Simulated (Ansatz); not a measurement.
## Geometry relaxation, with input and output: C

The run: geometry relaxation of C (P-3m1, 4 atoms in the cell). Method and program: DFT PBE+D3(BJ), scalar-relativistic, plane waves, PAW (Ansatz 0.2.0).

The structure derives from a Materials Project entry. The run did not end well. It belongs to a series of runs on one base structure; here: uniaxial strain along c, a, b and atoms relaxed: -6.0 %.

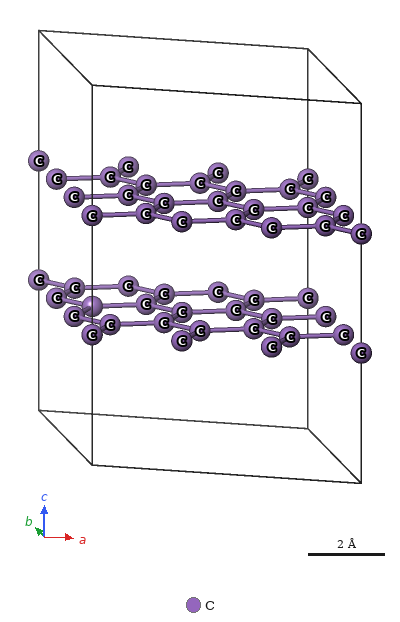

Figure 1. The starting structure (ball-and-stick view of the 3 × 3 repeat of the cell, with the vacuum cut short, seen slightly off an axis).

Outcome

- outcome: stopped at the time limit
- space group (tolerance 0.01 Å): P-3m1 (164)
- final cell: a = 2.477 Å, b = 2.477 Å, c = 22.487 Å, α = 90.00°, β = 90.00°, γ = 120.00°
- hardware: 1 thread of Arm Neoverse V2, 240 GiB of memory available, shared host
- wall time: 3.2 min
- peak memory: 1.1 GiB

What went wrong

The run was cut off by its time limit, so the output is incomplete.

Input
```yaml
crystal:
  lattice:
    - [2.5022468856, 0.0, 0.0]
    - [-1.2511234428, 2.1670093694, 0.0]
    - [0.0, 0.0, 22.4869540631]
  atoms:
    - { symbol: C, position: [0.0, 0.0, 0.5711557793] }
    - { symbol: C, position: [0.0, 0.0, 0.4288442207] }
    - { symbol: C, position: [0.3333333333, 0.6666666667, 0.4288237717] }
    - { symbol: C, position: [0.6666666667, 0.3333333333, 0.5711762283] }
basis:
  ecutwfc: 420
kpoints:
  mp_grid: { grid: [24, 24, 4] }
hamiltonian:
  xc: pbe
  dispersion: d3bj
scf:
  occupations: { method: gaussian, width: 0.1 }
output:
  forces: true
  stress: true
  eigenvalues: true
  write_density: true
  write_potential: true
  elf: true
  volumetric_format: npy
relax:
  adjacent_minimum: "off"
  f_tol: 0.008
  max_steps: 40
  cell: { stress_tol: 0.015, fix: [c, angles] }
```

Run as:
```bash
ansatz run input.yaml --threads 1 --pin off --max-ram 2560MiB --backend cpu --events-out ev --progress --plain --runs-dir out
```

What the program printed
```
Warning: crystal.symmetry: narrowed to the stabiliser of the fixed cell quantities (relax.cell.fix) — unitary ops 12 → 4. The narrowing is safe, since a smaller group never makes results wrong: the run goes on under it, on as many k-points as the starting group would need, or more. Excluded: 8 operations that would move a fixed cell quantity at a test strain (relax.cell.fix fixes c, alpha, beta, gamma). The cell can leave their symmetry as it relaxes.
Engine: ansatz 0.2.0, aarch64-unknown-linux-gnu
Pseudopotentials: kind: paw
Pseudopotential: C, paw, valence charge 4, recommended cutoff 420 eV (normal), C.paw.azcp
Functional definition: PBE
  parameter kappa = 0.804
  parameter beta = 0.06672455060314922
  exchange = pbe_x(kappa = kappa, mu = beta*pi^2/3)
  correlation = pbe_c(beta = beta)
Crystal: 4 atoms, lattice volume = 121.933 Å³
Basis set: ecut = 420 eV, 2361 PW (Γ), exchange–correlation on 36×36×320 points (8 copies of the dense FFT grid, shifted against one another)
Bands: 12, of which v1, the nominal top of the filled ones, is band 8 counted from 1 (7 counted from 0)
Symmetry: 4 space group operations
k-points: 614 of 2304
Non-local potential: C, projectors of the file, l = 0: 2, l = 1: 2, l = 2: 1
PAW form: soft (Blöchl's): semilocal exchange-correlation on the pseudo side does not see the compensation charge
PAW one-centre angular grid: C, 110 points (default); XC on 64 Gauss nodes
Initial density: superposition of atomic densities (neutral atoms: chi_scale 0, normalization atom), corrected by the library's trained network
Initial wavefunctions: pseudopotential atomic-orbital guess
Functional: x = pbe(κ = 0.804, μ = 0.2195149727645171), c = pbe(β = 0.06672455060314922)
SCF iter   1: F=—  HF=-1004.152404 eV  |F-HF|=—  |Δ(HF+E_count)|=         —  Δρ=1.98e-3  dr2=6.62e-3  ethr=1.77e-3  ⟨swp⟩=6.7  Hψ=49647  notcnv=0
preconditioner: auto → LDOS  [metal: Δε(μ)=0.000 eV  Ē_g=14.680 eV  σ=0.100 eV  W_gap=0.00  n_scr=12 (ndim 8)  ℏωp=13.5 eV  f_vac=0.687  D(μ)=0.08/eV (n_scr^D=2)  β→1.0]
SCF iter   2: F=—  HF=-1004.154879 eV  |F-HF|=—  |Δ(HF+E_count)|=   2.48e-3  Δρ=1.37e-3  dr2=9.22e-3  ethr=4.13e-5  ⟨swp⟩=2.8  Hψ=20957  notcnv=0
SCF iter   3: F=—  HF=-1004.152549 eV  |F-HF|=—  |Δ(HF+E_count)|=   2.33e-3  Δρ=5.26e-4  dr2=1.24e-3  ethr=4.13e-5  ⟨swp⟩=2.6  Hψ=14379  notcnv=0
SCF iter   4: F=—  HF=-1004.152195 eV  |F-HF|=—  |Δ(HF+E_count)|=   3.54e-4  Δρ=8.81e-5  dr2=2.65e-5  ethr=7.77e-6  ⟨swp⟩=2.3  Hψ=10202  notcnv=0
SCF iter   5: F=—  HF=-1004.152180 eV  |F-HF|=—  |Δ(HF+E_count)|=   1.51e-5  Δρ=8.18e-6  dr2=2.13e-7  ethr=1.65e-7  ⟨swp⟩=2.2  Hψ=10898  notcnv=0
iter 6 did not close the SCF: its close was put off until two iterations running show no level that it waits for move by more than its bar (scf_convergence_deferred on its scf_iter line)
SCF iter   6: F=-1004.152180 eV  HF=-1004.152180 eV  |F-HF|=1.26e-8  |Δ(HF+E_count)|=   2.46e-8  Δρ=3.82e-6  dr2=1.80e-8  ethr=6.25e-10  ⟨swp⟩=14.4  Hψ=65677  notcnv=0
iter 7 did not close the SCF: its close was put off until two iterations running show no level that it waits for move by more than its bar (scf_convergence_deferred on its scf_iter line)
SCF iter   7: F=-1004.152180 eV  HF=-1004.152180 eV  |F-HF|=1.99e-9  |Δ(HF+E_count)|=   3.43e-9  Δρ=1.95e-6  dr2=3.84e-9  ethr=1.13e-10  ⟨swp⟩=6.5  Hψ=47799  notcnv=0
SCF iter   8: F=-1004.152180 eV  HF=-1004.152180 eV  |F-HF|=2.68e-10  |Δ(HF+E_count)|=  1.54e-10  Δρ=6.86e-7  dr2=4.96e-10  ethr=2.40e-11  ⟨swp⟩=6.0  Hψ=43269  notcnv=0
SCF 1 converged in 8 iterations: F = -1004.152180 eV  dr2 = 4.96e-10
  greatest PAW one-centre occupation: 0.663 electrons in one spin orbital (limit 2), on the C atom at site 1 (counted from 0), in its partial waves of l = 0
relax step   1: F+E_penalty+E_count = -1004.15218032 eV  Δ(F+E_penalty+E_count) = +0.000e0 eV  max|allowed force component| = 5.382e-2 eV/Å  Δτ_max = 0.0000 Å  P = -3.458 GPa  Ω = 121.933 Å³  fix = [c, alpha, beta, gamma]  reactions: c +0.384 GPa; alpha -0.000, beta +0.000, gamma -0.000 GPa/rad  (8 SCF iters, dr2 threshold 1.00e-7 eV, accepted)
Crystal: 4 atoms, lattice volume = 119.465 Å³
Basis set: ecut = 420 eV, 2253 PW (Γ), exchange–correlation on 36×36×320 points (8 copies of the dense FFT grid, shifted against one another)
Initial density: handed on by an earlier stage of this run
Initial wavefunctions: those handed on with the density
SCF iter   1: F=—  HF=-1004.614285 eV  |F-HF|=—  |Δ(HF+E_count)|=         —  Δρ=3.63e-2  dr2=1.32e0  ethr=3.10e-3  ⟨swp⟩=9.3  Hψ=54372  notcnv=0
preconditioner: auto → LDOS  [metal: Δε(μ)=0.000 eV  Ē_g=14.938 eV  σ=0.100 eV  W_gap=0.00  n_scr=12 (ndim 8)  ℏωp=13.6 eV  f_vac=0.662  D(μ)=0.08/eV (n_scr^D=2)  β→1.0]
SCF iter   2: F=—  HF=-1005.020897 eV  |F-HF|=—  |Δ(HF+E_count)|=   4.07e-1  Δρ=2.39e-2  dr2=2.81e0  ethr=3.10e-3  ⟨swp⟩=4.9  Hψ=27216  notcnv=0  defer=13
SCF iter   3: F=—  HF=-1004.218698 eV  |F-HF|=—  |Δ(HF+E_count)|=   8.02e-1  Δρ=3.05e-3  dr2=2.12e-2  ethr=3.10e-3  ⟨swp⟩=4.3  Hψ=25421  notcnv=0
SCF iter   4: F=—  HF=-1004.214670 eV  |F-HF|=—  |Δ(HF+E_count)|=   4.03e-3  Δρ=6.09e-4  dr2=1.25e-4  ethr=1.33e-4  ⟨swp⟩=2.3  Hψ=14383  notcnv=0
SCF iter   5: F=—  HF=-1004.214848 eV  |F-HF|=—  |Δ(HF+E_count)|=   1.78e-4  Δρ=1.70e-4  dr2=2.93e-5  ethr=7.83e-7  ⟨swp⟩=2.1  Hψ=12856  notcnv=0
SCF iter   6: F=—  HF=-1004.214842 eV  |F-HF|=—  |Δ(HF+E_count)|=   6.66e-6  Δρ=6.23e-5  dr2=3.17e-6  ethr=1.83e-7  ⟨swp⟩=2.0  Hψ=11759  notcnv=0
iter 7 did not close the SCF: its close was put off until two iterations running show no level that it waits for move by more than its bar (scf_convergence_deferred on its scf_iter line)
SCF iter   7: F=-1004.214842 eV  HF=-1004.214842 eV  |F-HF|=9.74e-8  |Δ(HF+E_count)|=   1.25e-7  Δρ=1.07e-5  dr2=2.03e-7  ethr=2.50e-9  ⟨swp⟩=16.5  Hψ=71334  notcnv=0
iter 8 did not close the SCF: its close was put off until two iterations running show no level that it waits for move by more than its bar (scf_convergence_deferred on its scf_iter line)
SCF iter   8: F=-1004.214842 eV  HF=-1004.214842 eV  |F-HF|=1.33e-9  |Δ(HF+E_count)|=   2.04e-8  Δρ=2.45e-6  dr2=7.66e-9  ethr=1.27e-9  ⟨swp⟩=8.2  Hψ=54894  notcnv=0
SCF iter   9: F=-1004.214842 eV  HF=-1004.214842 eV  |F-HF|=4.58e-11  |Δ(HF+E_count)|=   4.09e-9  Δρ=2.69e-7  dr2=6.67e-11  ethr=4.79e-11  ⟨swp⟩=6.4  Hψ=47181  notcnv=0
SCF 2 converged in 9 iterations: F = -1004.214842 eV  dr2 = 6.67e-11
  greatest PAW one-centre occupation: 0.669 electrons in one spin orbital (limit 2), on the C atom at site 1 (counted from 0), in its partial waves of l = 0
relax step   2: F+E_penalty+E_count = -1004.21484168 eV  Δ(F+E_penalty+E_count) = -6.266e-2 eV  max|allowed force component| = 3.540e-2 eV/Å  Δτ_max = 0.1947 Å  P = -1.187 GPa  Ω = 119.465 Å³  energy of the carried Pulay correction = +2.489e-3 eV  fix = [c, alpha, beta, gamma]  reactions: c -0.180 GPa; alpha +0.000, beta -0.000, gamma -0.000 GPa/rad  (9 SCF iters, dr2 threshold 4.00e-7 eV, accepted)
```

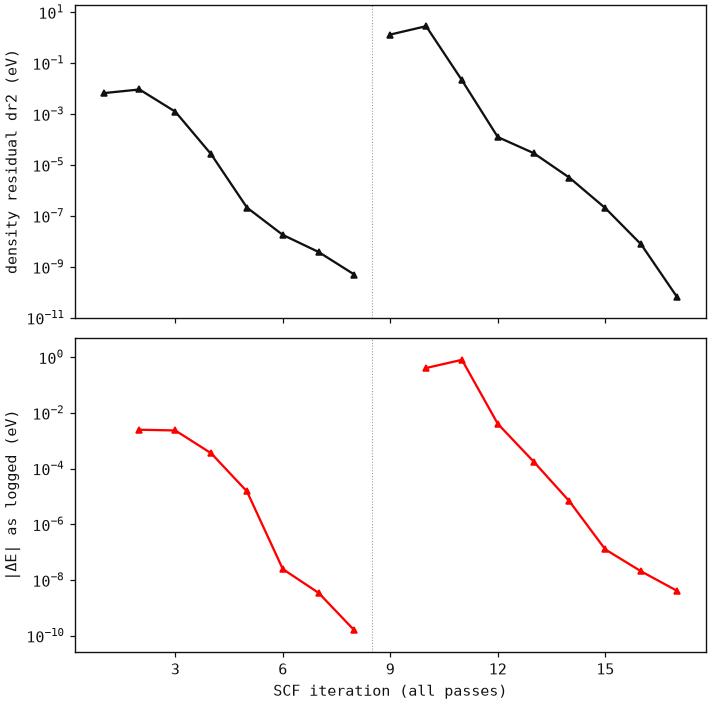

Figure 2. Convergence of the self-consistent field: density residual dr2 and size of the energy change against the SCF iteration. The dotted lines part the SCF passes of the relaxation: geometry steps, rejected trials and re-solves on a re-selected basis. The passes take 8 and 9 iterations.

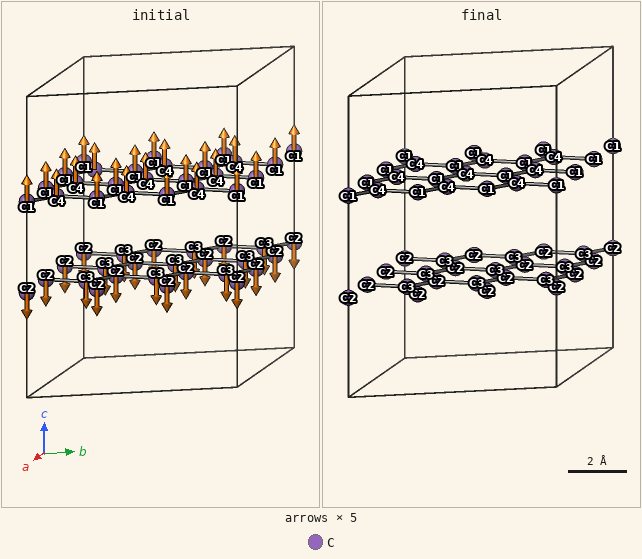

Figure 3. Before (left) and after (right) the relaxation, at one scale (ball-and-stick view of the 3 × 3 repeat of the cell, with the vacuum cut short, seen slightly off an axis). The orange arrows give the displacements (without the part carried along by the change of the cell), magnified 5 times. The run was cut off at its time limit before the relaxation converged, so the last structure is only a point on the way. The energy falls by 62.7 meV per cell of the calculation in 1 geometry step. The largest force component goes from 0.054 to 0.035 eV/Å. The largest moves relative to the cell, 0.19 Å, are those of C1, C2, C3 and C4. In the plane the drawn cell goes a 7.507 → 7.430 Å (−1.0 %), b 7.507 → 7.430 Å (−1.0 %). Among the contacts that change: C1–C4 1.445 → 1.430 Å. The space group stays P-3m1 (No. 164). (Atoms are counted from 1 in the order of the input.)

```
Crystal: 4 atoms, lattice volume = 118.302 Å³
Basis set: ecut = 420 eV, 2241 PW (Γ), exchange–correlation on 36×36×320 points (8 copies of the dense FFT grid, shifted against one another)
```

Trajectory as extended XYZ (Å, eV, eV/Å), 2 frames, from step=1 to step=2
```
4
Lattice="2.5022 0.0000 0.0000 -1.2511 2.1670 0.0000 0.0000 0.0000 22.4870" Properties=species:S:1:pos:R:3:forces:R:3 step=1 energy=-1004.15218 pressure_GPa=-3.46
C     0.0000    0.0000   12.8436    0.0000   0.0000   0.0412
C     0.0000    0.0000    9.6434    0.0000   0.0000  -0.0412
C     0.0000    1.4447    9.6429    0.0000   0.0000  -0.0538
C     1.2511    0.7223   12.8440    0.0000   0.0000   0.0538
4
Lattice="2.4768 0.0000 0.0000 -1.2384 2.1450 0.0000 0.0000 0.0000 22.4870" Properties=species:S:1:pos:R:3:forces:R:3 step=2 energy=-1004.21484 pressure_GPa=-1.19
C     0.0000    0.0000   13.0375    0.0000   0.0000  -0.0008
C     0.0000    0.0000    9.4495    0.0000   0.0000   0.0008
C     0.0000    1.4300    9.4482    0.0000   0.0000   0.0354
C     1.2384    0.7150   13.0387    0.0000   0.0000  -0.0354
```
